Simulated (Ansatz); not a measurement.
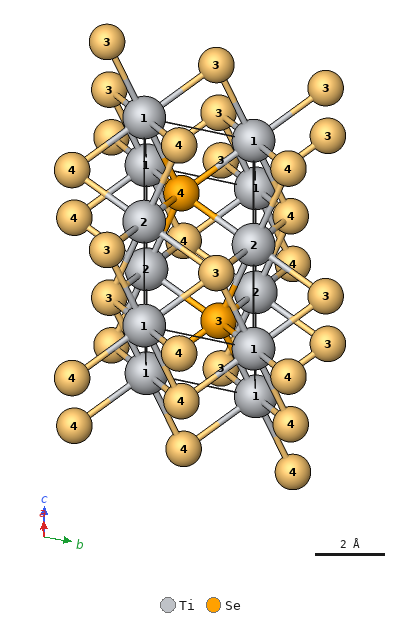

*The structure as given in the input (ball-and-stick view of the cell of the calculation, seen at an oblique angle; neighbours outside the cell are drawn fainter; atoms are numbered from 1 in the order of the input). An atom can appear more than once, as a periodic image.*

Near neighbours in the periodic cell (some may lie outside the picture): Ti has 6 Se at 2.66 Å; Se has 6 Ti at 2.66 Å.

**Run report: TiSe, single-point calculation**

The run: single-point calculation of TiSe (P6₃/mmc, 4 atoms in the cell). Method and program: DFT r2SCAN, scalar-relativistic, plane waves, PAW, spin-polarised (Ansatz 0.2.0).

The structure derives from an entry of the Crystallography Open Database. It belongs to a series of runs on one base structure; here: equal strain along all axes, cell held, atoms relaxed: +1.5 %. Figures and captions count atoms from 1; the log counts them from 0 in places.

**Input**
```yaml
crystal:
  lattice:
    - [3.6384589016, 0.0, 0.0]
    - [-1.8192294508, 3.1509978394, 0.0]
    - [0.0, 0.0, 6.5549103779]
  atoms:
    - { symbol: Ti, position: [0.0, 0.0, 0.0], spin: 0.88 }
    - { symbol: Ti, position: [0.0, 0.0, 0.5], spin: 0.88 }
    - { symbol: Se, position: [0.3333333333, 0.6666666667, 0.25] }
    - { symbol: Se, position: [0.6666666667, 0.3333333333, 0.75] }
basis:
  ecutwfc: 500
kpoints:
  mp_grid: { grid: [18, 18, 8] }
hamiltonian:
  xc: r2scan
scf:
  occupations: { method: gaussian, width: 0.1 }
output:
  forces: true
  stress: true
  eigenvalues: true
  populations: true
magnetization:
  spin_polarized: true
```

Command:
```bash
ansatz run input.yaml --threads 1 --pin off --max-ram 2560MiB --backend cpu --events-out ev --progress --plain --runs-dir out
```

**The program's output**
```
Engine: ansatz 0.2.0, aarch64-unknown-linux-gnu
Pseudopotentials: kind: paw
Pseudopotential: Ti, paw, valence charge 12, recommended cutoff 500 eV (meta_gga), Ti.paw.azcp
Pseudopotential: Se, paw, valence charge 16, recommended cutoff 500 eV (meta_gga), Se.paw.azcp
Functional definition: r2SCAN
  parameter k0 = 0.174
  parameter k1 = 0.065
  parameter a1 = 4.9479
  exchange = r2scan_x(k0 = k0, k1 = k1, a1 = a1)
  correlation = r2scan_c
Crystal: 4 atoms, lattice volume = 75.151 Å³
Basis set: ecut = 500 eV, 1919 PW (Γ), exchange–correlation on 108×108×192 points (64 copies of the dense FFT grid, shifted against one another)
Bands: 35, of which v1, the nominal top of the filled ones, is band 28 counted from 1 (27 counted from 0)
Symmetry: 24 space group operations
Space group: P63/mmc (ITA 194), of the structure as read, at distance tolerance 4.2e-5 Å
Magnetic group: BNS 194.263 (UNI 1493), of the structure as read, at distance tolerance 4.2e-5 Å
k-points: 185 of 2592
Non-local potential: Ti, projectors of the file, l = 0: 3, l = 1: 2, l = 2: 3, l = 3: 1
Non-local potential: Se, projectors of the file, l = 0: 2, l = 1: 2, l = 2: 3, l = 3: 1
PAW form: soft (Blöchl's): semilocal exchange-correlation on the pseudo side does not see the compensation charge
PAW frozen core: Ti, regenerated for the run's functional (the file was generated under x = pbe(κ = 0.804, μ = 0.2195149727645171), c = pbe(β = 0.06672455060314922))
PAW frozen core: Se, regenerated for the run's functional (the file was generated under x = pbe(κ = 0.804, μ = 0.2195149727645171), c = pbe(β = 0.06672455060314922))
PAW one-centre angular grid: Ti, 590 points (default); XC on 160 Gauss nodes
PAW one-centre angular grid: Se, 590 points (default); XC on 160 Gauss nodes
Initial density: superposition of atomic densities (chi_scale 0.1, normalization cell, long waves kept (reshape's long-wave potential 0.00 eV rms))
Starting moments: Σ|m| = 1.76 μB on 2 of 4 sites
Initial wavefunctions: pseudopotential atomic-orbital guess
Functional: x = r2scan, c = r2scan; τ floored in thin density (d = 2e-4 eV/Å³)
SCF iter   1: F=—  HF=-15968.876554 eV  |F-HF|=—  |Δ(HF+E_count)|=         —  Δρ=3.40e-2 (↑3.40e-2 ↓3.21e-2)  dr2=4.74e0  dr2_τ=2.10e-2  dr2_m=2.99e-2  M=1.613 μB ∫|m|=1.773 μB  β_m=1.00  ethr=3.10e-3  ⟨swp⟩=5.3  Hψ=41394  notcnv=0
Mixer restart at iter 1: flushing history
preconditioner: auto → Kerker (q_TF=auto, 2.598 Å⁻¹)  [metal: Δε(μ)=0.002 eV  Ē_g=7.329 eV  σ=0.100 eV  W_gap=0.01  n_scr=22 (ndim 8)  ℏωp=19.2 eV  f_vac=0.000  D(μ)=3.96/eV (n_scr^D=36)]
spin=Collinear: Kerker preconditioning applied to the charge; magnetization (m = ρ↑ − ρ↓) channel mixes plain (no charge-response kernel on spin).
SCF iter   2: F=—  HF=-15969.756100 eV  |F-HF|=—  |Δ(HF+E_count)|=   8.80e-1  Δρ=2.29e-2 (↑2.29e-2 ↓2.03e-2)  dr2=2.04e0  dr2_τ=5.26e-3  dr2_m=1.36e-2  M=1.762 μB ∫|m|=1.923 μB  β_m=0.65  ethr=3.10e-3  ⟨swp⟩=2.1  Hψ=19518  notcnv=0  defer=404  κ⁻¹=1.0e0(r=1)
SCF iter   3: F=—  HF=-15969.813061 eV  |F-HF|=—  |Δ(HF+E_count)|=   5.70e-2  Δρ=9.29e-3 (↑8.60e-3 ↓9.29e-3)  dr2=1.95e-1  dr2_τ=1.36e-3  dr2_m=4.40e-3  M=2.034 μB ∫|m|=2.212 μB  β_m=1.00  ethr=3.10e-3  ⟨swp⟩=3.1  Hψ=21095  notcnv=0  defer=404  κ⁻¹=1.4e-2(r=2)
SCF iter   4: F=—  HF=-15969.784012 eV  |F-HF|=—  |Δ(HF+E_count)|=         —  Δρ=7.84e-3 (↑5.30e-3 ↓7.84e-3)  dr2=5.92e-2  dr2_τ=1.26e-3  dr2_m=9.36e-3  M=2.310 μB ∫|m|=2.464 μB  β_m=1.00  ethr=3.47e-4  ⟨swp⟩=2.3  Hψ=19895  notcnv=0  defer=409
Mixer restart at iter 4: flushing history
SCF iter   5: F=—  HF=-15969.811314 eV  |F-HF|=—  |Δ(HF+E_count)|=   2.73e-2  Δρ=4.95e-3 (↑3.92e-3 ↓4.95e-3)  dr2=3.61e-2  dr2_τ=4.46e-4  dr2_m=1.90e-3  M=2.391 μB ∫|m|=2.546 μB  β_m=1.00  ethr=1.06e-4  ⟨swp⟩=2.0  Hψ=15814  notcnv=0  defer=409  κ⁻¹=1.0e0(r=1)
SCF iter   6: F=—  HF=-15969.831899 eV  |F-HF|=—  |Δ(HF+E_count)|=   2.06e-2  Δρ=1.88e-3 (↑1.88e-3 ↓1.81e-3)  dr2=9.35e-3  dr2_τ=3.96e-5  dr2_m=3.09e-4  M=2.495 μB ∫|m|=2.658 μB  β_m=1.00  ethr=6.44e-5  ⟨swp⟩=2.1  Hψ=21076  notcnv=0  defer=409  κ⁻¹=2.1e-2(r=2)
SCF iter   7: F=—  HF=-15969.838896 eV  |F-HF|=—  |Δ(HF+E_count)|=   7.00e-3  Δρ=1.13e-3 (↑9.77e-4 ↓1.13e-3)  dr2=1.65e-3  dr2_τ=3.46e-5  dr2_m=4.55e-4  M=2.442 μB ∫|m|=2.596 μB  β_m=1.00  ethr=1.67e-5  ⟨swp⟩=2.5  Hψ=20699  notcnv=0  defer=409  κ⁻¹=6.5e-3(r=3)
SCF iter   8: F=—  HF=-15969.839538 eV  |F-HF|=—  |Δ(HF+E_count)|=   6.42e-4  Δρ=6.07e-4 (↑6.07e-4 ↓6.06e-4)  dr2=9.22e-4  dr2_τ=7.05e-6  dr2_m=6.95e-5  M=2.399 μB ∫|m|=2.549 μB  β_m=1.00  ethr=2.95e-6  ⟨swp⟩=2.0  Hψ=18019  notcnv=0  defer=409  κ⁻¹=4.7e-3(r=4)
SCF iter   9: F=—  HF=-15969.839027 eV  |F-HF|=—  |Δ(HF+E_count)|=   5.10e-4  Δρ=3.66e-4 (↑3.66e-4 ↓3.52e-4)  dr2=1.66e-4  dr2_τ=1.92e-6  dr2_m=2.28e-5  M=2.375 μB ∫|m|=2.525 μB  β_m=1.00  ethr=1.65e-6  ⟨swp⟩=2.0  Hψ=23364  notcnv=0  defer=409  κ⁻¹=3.6e-4(r=5)
SCF iter  10: F=—  HF=-15969.839407 eV  |F-HF|=—  |Δ(HF+E_count)|=   3.80e-4  Δρ=3.83e-4 (↑3.83e-4 ↓2.54e-4)  dr2=6.37e-5  dr2_τ=3.01e-6  dr2_m=5.47e-5  M=2.389 μB ∫|m|=2.539 μB  β_m=1.00  ethr=2.97e-7  ⟨swp⟩=2.0  Hψ=23789  notcnv=0  defer=409  κ⁻¹=2.1e-4(r=6)
SCF iter  11: F=—  HF=-15969.839526 eV  |F-HF|=—  |Δ(HF+E_count)|=   1.19e-4  Δρ=1.50e-4 (↑1.50e-4 ↓8.71e-5)  dr2=1.86e-5  dr2_τ=4.13e-7  dr2_m=5.56e-6  M=2.406 μB ∫|m|=2.556 μB  β_m=1.00  ethr=1.14e-7  ⟨swp⟩=2.0  Hψ=23465  notcnv=0  defer=409  κ⁻¹=1.2e-4(r=7)
SCF iter  12: F=—  HF=-15969.839512 eV  |F-HF|=—  |Δ(HF+E_count)|=   1.47e-5  Δρ=4.94e-5 (↑4.94e-5 ↓4.66e-5)  dr2=3.20e-6  dr2_τ=5.78e-8  dr2_m=1.47e-7  M=2.409 μB ∫|m|=2.559 μB  β_m=1.00  ethr=3.32e-8  ⟨swp⟩=2.3  Hψ=22270  notcnv=0  defer=408  κ⁻¹=2.1e-5(r=8)
SCF iter  13: F=—  HF=-15969.839512 eV  |F-HF|=—  |Δ(HF+E_count)|=   4.61e-8  Δρ=4.14e-5 (↑4.14e-5 ↓2.80e-5)  dr2=8.37e-7  dr2_τ=4.07e-8  dr2_m=4.71e-7  M=2.406 μB ∫|m|=2.557 μB  β_m=1.00  ethr=5.72e-9  ⟨swp⟩=2.0  Hψ=23460  notcnv=0  defer=408  κ⁻¹=8.8e-6(r=8)
SCF iter  14: F=—  HF=-15969.839512 eV  |F-HF|=—  |Δ(HF+E_count)|=   4.89e-7  Δρ=1.65e-5 (↑1.65e-5 ↓1.03e-5)  dr2=1.82e-7  dr2_τ=5.92e-9  dr2_m=5.75e-8  M=2.405 μB ∫|m|=2.556 μB  β_m=1.00  ethr=1.49e-9  ⟨swp⟩=2.0  Hψ=23510  notcnv=0  defer=408  κ⁻¹=9.2e-6(r=8)
SCF iter  15: F=—  HF=-15969.839512 eV  |F-HF|=—  |Δ(HF+E_count)|=   2.02e-7  Δρ=7.41e-6 (↑7.41e-6 ↓5.72e-6)  dr2=5.78e-8  dr2_τ=1.11e-9  dr2_m=8.02e-9  M=2.405 μB ∫|m|=2.556 μB  β_m=1.00  ethr=3.25e-10  ⟨swp⟩=2.0  Hψ=23430  notcnv=0  defer=408  κ⁻¹=4.5e-6(r=8)
SCF iter  16: F=—  HF=-15969.839512 eV  |F-HF|=—  |Δ(HF+E_count)|=   1.12e-7  Δρ=3.32e-6 (↑3.32e-6 ↓2.33e-6)  dr2=1.33e-8  dr2_τ=2.51e-10  dr2_m=8.33e-10  M=2.405 μB ∫|m|=2.556 μB  β_m=1.00  ethr=1.03e-10  ⟨swp⟩=2.0  Hψ=23453  notcnv=0  defer=408  κ⁻¹=2.7e-6(r=8)
SCF iter  17: F=—  HF=-15969.839512 eV  |F-HF|=—  |Δ(HF+E_count)|=   2.00e-7  Δρ=6.84e-6 (↑6.25e-6 ↓6.84e-6)  dr2=8.80e-9  dr2_τ=1.54e-9  dr2_m=2.68e-8  M=2.405 μB ∫|m|=2.555 μB  β_m=1.00  ethr=2.38e-11  ⟨swp⟩=5.1  Hψ=45689  notcnv=0  κ⁻¹=2.9e-6(r=8)
SCF iter  18: F=-15969.839512 eV  HF=-15969.839512 eV  |F-HF|=4.22e-9  |Δ(HF+E_count)|=   2.20e-7  Δρ=2.40e-6 (↑2.40e-6 ↓1.19e-6)  dr2=3.75e-9  dr2_τ=1.38e-10  dr2_m=1.43e-9  M=2.405 μB ∫|m|=2.555 μB  ethr=1.57e-11  ⟨swp⟩=3.6  Hψ=37900  notcnv=0
SCF 1 converged in 18 iterations: F = -15969.839512 eV  dr2 = 3.75e-9
  greatest PAW one-centre occupation: 1.002 electrons in one spin orbital (limit 2), on the Ti atom at site 0 (counted from 0), in its partial waves of l = 1
```

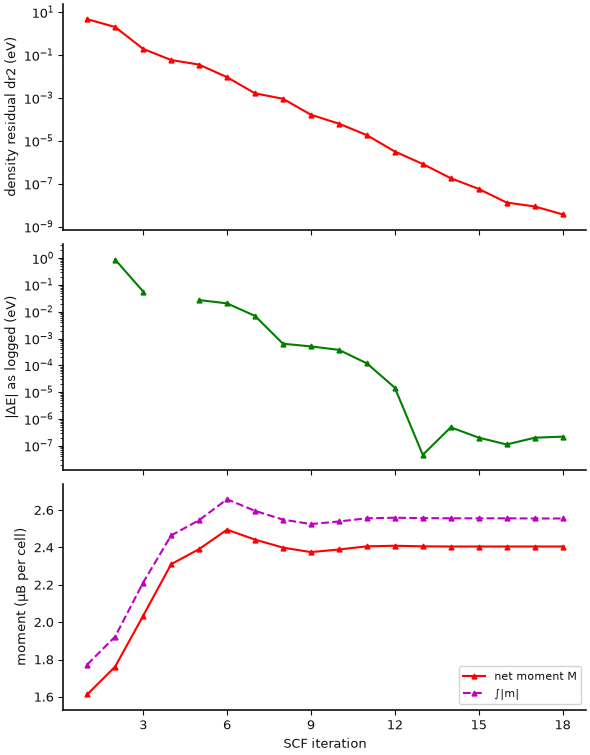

*Convergence of the self-consistent field: density residual dr2, size of the energy change and magnetic moment against the SCF iteration.*

The residual falls at every step. The net moment goes from 1.6 to 2.4 μB per cell.

```
this state was not tested for a lower state beside it, because the mixer in use, unlike msr1, does not test its closes by its own steps (another_mixer; see scf.mixing.algorithm and scf.lower_state_search)
SCF converged after 18 iterations
Magnetization: 2.4048 μB (29.2024 up, 26.7976 down)
Absolute magnetization: 2.5453 μB (∫|ρ↑−ρ↓|, with the PAW one-centre terms)
Spin contamination: 0.0557 ħ² per cell (⟨S²⟩ above its minimum at these occupations)
Per-site moments (μB) at R_I (Å): [(0.9561638175062263, 1.0990026960692425), (0.9561638175062273, 1.0990026960692423), (-0.02434860042478204, 1.0990026960692425), (-0.024348600424782114, 1.0990026960692423)]
Free energy (F): -15969.839512 eV
Harris-Foulkes:  -15969.839512 eV  (|F-HF|=4.22e-9)
Internal energy: -15969.823348 eV  (E = F + TS)
E sigma→0 (E₀):  -15969.831430 eV
Entropy (-TS):   -0.016164 eV (-4.041 meV/atom)
Fermi energy:    13.270031 eV
--- Per-component energies (eV) ---
  E_band       = -1035.365398
  E_kinetic    = 786.855530
  E_local      = -6030.916410  (includes V_loc(G=0)·N_el)
  E_nonlocal   = -1169.772163
  E_hartree    = 2890.318915
  E_xc         = -384.598541
  E_vxc        = -479.441573  (∫ρ·V_xc dr)
  E_paw        = -5966.864644  (= ΣΔE_a)
  E_vpaw       = 48.902823  (= ΣTr[D̂ρ^β])
  E_aug_tail   = -0.000222  (compensation charges beyond the density's cutoff)
  E_vtau       = 28.369431  (kinetic-family band-sum trace: ∫τ·v_τ [+ j·A + Jᵃ·Aᵃ] dr)
  E_ewald      = -6090.809358
  E_core_change = -4.036455  (= ΣΔE_core)
  E_smearing   = -0.016164  (= −TS)
  E_closure    = 0.000000  (closes the sum)
  Σ components = -15969.839512   (vs F -15969.839512, Δ=0.00e0)
--- Forces (eV/Å), atoms counted from 1 ---
  atom   1  Ti     0.00000000    -0.00000000     0.00000000
  atom   2  Ti     0.00000000    -0.00000000     0.00000000
  atom   3  Se     0.00000000    -0.00000000     0.00000000
  atom   4  Se     0.00000000     0.00000000     0.00000000
  max |Σ_I F_I| component: 1.16e-18 eV/Å
--- Stress (GPa, compression-positive) ---
       -2.672792       0.000000       0.000000
       -0.000000      -2.672792       0.000000
        0.000000       0.000000      -4.412235
  P = ⅓ Tr σ = -3.2526 GPa (-32.526 kbar)
--- Band table (eV; the first three rows and the last of 370) ---
  k-point 0 ↑: bands = ["-47.1033", "-47.0931", "-36.4803", "-36.4803", "-36.4800", "-36.4800", "-36.4754", "-36.4750", "-36.4594", "-36.4594", "-36.4592", "-36.4592", "-22.4064", "-22.4064", "-22.3927", "-22.3927", "-22.3319", "-22.1966", "-2.9129", "-1.7614", "5.4741", "9.1063", "9.1063", "10.3133", "11.2664", "11.2664", "11.4161", "12.1980", "12.1980", "12.5409", "12.5409", "13.6972", "13.6972", "14.9574", "16.0148"]
  k-point 1 ↑: bands = ["-47.1029", "-47.0935", "-36.4803", "-36.4803", "-36.4800", "-36.4800", "-36.4754", "-36.4750", "-36.4594", "-36.4594", "-36.4592", "-36.4592", "-22.4059", "-22.4059", "-22.3933", "-22.3933", "-22.3268", "-22.2019", "-2.8770", "-1.8168", "5.6073", "9.1528", "9.1528", "9.8678", "11.0559", "11.0559", "11.7257", "12.2274", "12.2274", "12.6768", "12.6768", "13.7743", "13.7743", "14.7478", "16.2547"]
  k-point 2 ↑: bands = ["-47.1018", "-47.0946", "-36.4802", "-36.4802", "-36.4801", "-36.4801", "-36.4753", "-36.4751", "-36.4594", "-36.4594", "-36.4592", "-36.4592", "-22.4044", "-22.4044", "-22.3947", "-22.3947", "-22.3122", "-22.2167", "-2.7725", "-1.9674", "5.9896", "9.0487", "9.2916", "9.2916", "10.6402", "10.6402", "12.2083", "12.3122", "12.3122", "12.7968", "12.7968", "14.0847", "14.0847", "14.2826", "16.2397"]
  k-point 184 ↓: bands = ["-45.9131", "-45.9131", "-36.4846", "-36.4846", "-36.4842", "-36.4842", "-36.4819", "-36.4819", "-36.4651", "-36.4651", "-36.4650", "-36.4650", "-21.2920", "-21.2920", "-21.1116", "-21.1116", "-21.1097", "-21.1097", "-1.3887", "-1.3887", "7.1706", "7.1706", "7.5206", "7.5206", "8.5112", "8.5112", "13.9243", "13.9243", "14.5192", "14.5192", "15.1273", "15.1273", "15.5604", "15.5604", "17.3084"]
--- Löwdin populations: 4 sites ---
  site symbol       q [e]    m [muB]
     0     Ti     11.4155     1.2465
     1     Ti     11.4155     1.2465
     2     Se     16.4567    -0.0717
     3     Se     16.4567    -0.0717
  spilling = 0.004563 (of n_electrons = 56.000000)
```

**File populations.tsv**
```
# site	symbol	l	j	q_up	q_dn
# orbitals = lowdin
# n_electrons = 56.000000
# spilling = 0.004563
0	Ti	0_3S	-	0.980104	0.980527
0	Ti	0_4S	-	0.255061	0.229512
0	Ti	1_3P	-	2.997853	2.997871
0	Ti	2_3D	-	2.097986	0.876610
1	Ti	0_3S	-	0.980104	0.980527
1	Ti	0_4S	-	0.255061	0.229512
1	Ti	1_3P	-	2.997853	2.997871
1	Ti	2_3D	-	2.097986	0.876610
2	Se	0_4S	-	0.864338	0.866495
2	Se	1_4P	-	2.328252	2.397831
2	Se	2_3D	-	4.999911	4.999887
3	Se	0_4S	-	0.864338	0.866495
3	Se	1_4P	-	2.328252	2.397831
3	Se	2_3D	-	4.999911	4.999887
```

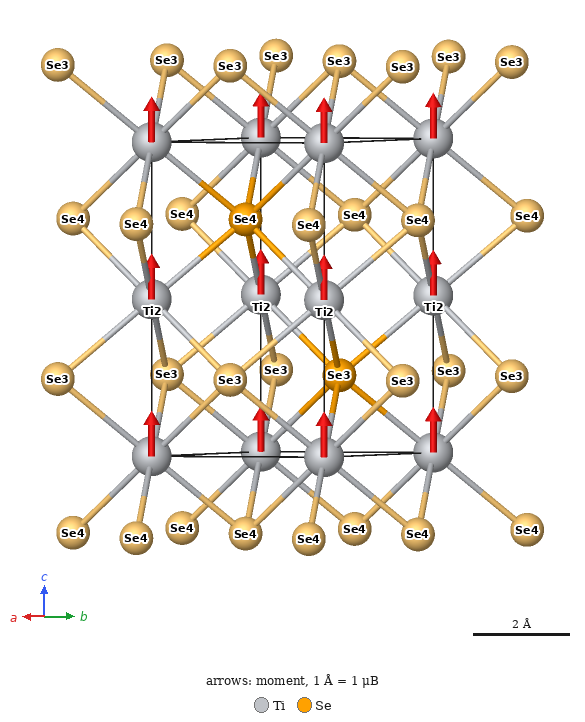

*Magnetic moments of the sites as red arrows (ball-and-stick view of the cell of the calculation, seen at an oblique angle; neighbours outside the cell are drawn fainter; atoms are numbered from 1 in the order of the input); small moments hardly show. The run is collinear, so the axis drawn is arbitrary.*

Site moments: Ti1, Ti2 (0.96 μB). They are counted near the atoms and needn't add up to the moment of the cell.

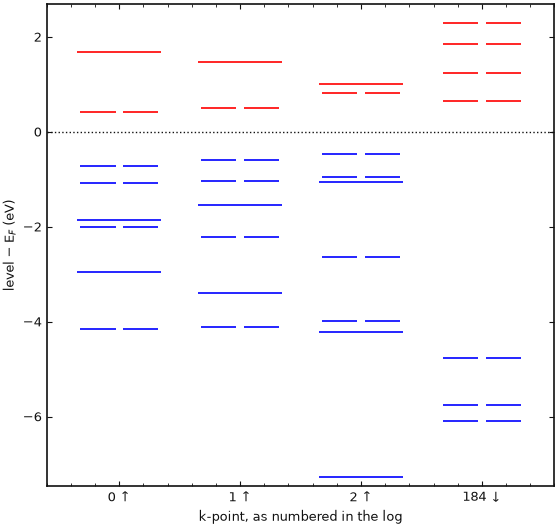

*Kohn–Sham levels near the Fermi level (dotted) at the few k-points that the log prints; levels within 0.02 eV of each other stand side by side.*

The system is metallic on the full mesh.

**Summary**

```json
{"quantity": "outcome", "value": "converged"}
{"quantity": "space group (tolerance 0.01 Å)", "value": "P6₃/mmc (194)"}
{"quantity": "electrons treated", "value": "56"}
{"quantity": "free energy", "value": "−15969.8395 eV"}
{"quantity": "Fermi energy", "value": "13.270 eV"}
{"quantity": "gap on the k-point mesh", "value": "none (metallic)"}
{"quantity": "net moment of the cell", "value": "2.40 μB"}
{"quantity": "integrated absolute moment", "value": "2.55 μB"}
{"quantity": "pressure", "value": "−3.25 GPa"}
{"quantity": "largest force (length of the vector)", "value": "under 0.001 eV/Å"}
{"quantity": "hardware", "value": "1 thread of Arm Neoverse V2, 24 GiB of memory available, shared host"}
{"quantity": "wall time", "value": "3.4 min"}
{"quantity": "peak memory", "value": "1.1 GiB"}
```

**Notes**

The electronic state found may not be the lowest one. Warnings of the run: the state was not tested for a lower one.
